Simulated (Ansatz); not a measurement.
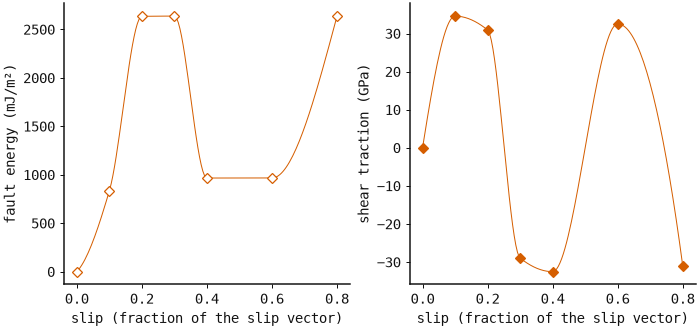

The figure shows the fault energy and shear traction against slip for Si₂Mo, space group P6_222 (No. 180).

The given structure:
```
CELL_PARAMETERS angstrom
-4.58398 0.00000 0.00000
2.29199 -3.96984 0.00000
0.00000 0.00000 13.15368
ATOMIC_POSITIONS crystal
Si 0.83614 0.16386 0.25002
Si 0.83614 0.16386 0.75002
Si 0.67228 0.83614 0.91668
Si 0.67228 0.83614 0.41668
Si 0.16386 0.32772 0.08335
Si 0.16386 0.32772 0.58335
Si 0.16386 0.83614 0.25002
Si 0.16386 0.83614 0.75002
Si 0.32772 0.16386 0.91668
Si 0.32772 0.16386 0.41668
Si 0.83614 0.67228 0.08335
Si 0.83614 0.67228 0.58335
Mo 0.50000 0.00000 0.08335
Mo 0.50000 0.00000 0.58335
Mo 0.00000 0.50000 0.91668
Mo 0.00000 0.50000 0.41668
Mo 0.50000 0.50000 0.25002
Mo 0.50000 0.50000 0.75002
```

Calculation (Ansatz 0.2.0): rigid slide of a crystal across a plane by tilting cell vector c, one fault a cell, unrelaxed, by plane-wave density functional theory with PAW datasets, free energies less that of the undisturbed cell; scalar-relativistic. Level: r2SCAN, no spin polarisation.

wave cutoff 500 eV; k mesh 8×8×3; occupations Gaussian; smearing width 0.03 eV; k shift (0, 0, 0) (mesh steps); start relaxed; height of the cut 0 (fraction of cell vector c); slip vector (1, 0) (multiples of cell vectors a and b).

The points at slip 0.6 and 0.8 follow from computed ones by symmetry.

How high is the barrier to slip, and is there a metastable fault?

Answer. The highest fault energy among the points, the barrier to rigid slip along this vector, is 2640 mJ/m² at slip 0.3; no local minimum, hence no metastable fault, shows among the points.

How does the shear traction vary with slip?

Answer. It goes from 0.00 GPa at slip 0.0 to −30.94 GPa at 0.8, not monotonically, with a high of 34.58 GPa at 0.1 and a low of −32.52 GPa at 0.4.

Note: narrow smearing for a metal; odd k mesh can miss points on the zone edge.
